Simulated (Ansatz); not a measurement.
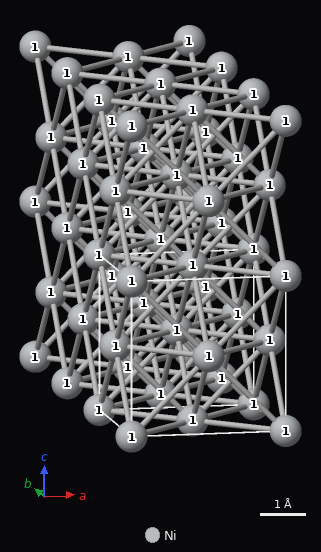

This is a symmetric starting cell of Ni (made from another compound by putting Ni in place of Ti). Style: ball-and-stick. Shown: the conventional cell (4 times the calculation's cell), repeated 1 × 3 × 2 with one cell outlined, slightly off an axis. Lengths and directions refer to the drawn axes.

All numbers below come from DFT PBE, scalar-relativistic, plane waves, PAW (Ansatz). (plane-wave cutoff 420 eV; k-point mesh 22 × 22 × 22; occupations gaussian; smearing width 0.1 eV; collinear spin)

Now this is done to it. All lengths are scaled by −3.8 % (volume −11.1 %), the atoms keeping their fractional coordinates. No relaxation follows. The starting cell wasn't computed here and needn't be at equilibrium, so pressure and forces aren't due to the change alone.

Predict the response.

The pressure is 33.3 GPa (not all of it need come from the change, since the unchanged cell can be under pressure at this level too). All forces vanish by symmetry. Some distances before and after: Ni–Ni 2.483 → 2.388 Å. The space group stays Fm-3m (No. 225).

The changed structure in the same view:

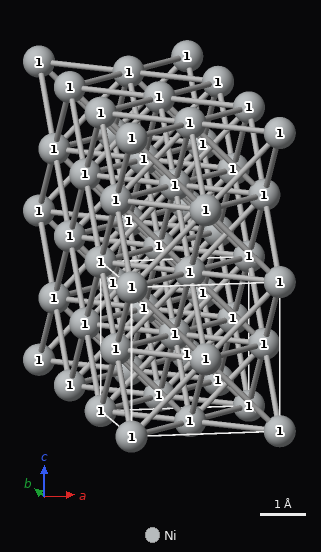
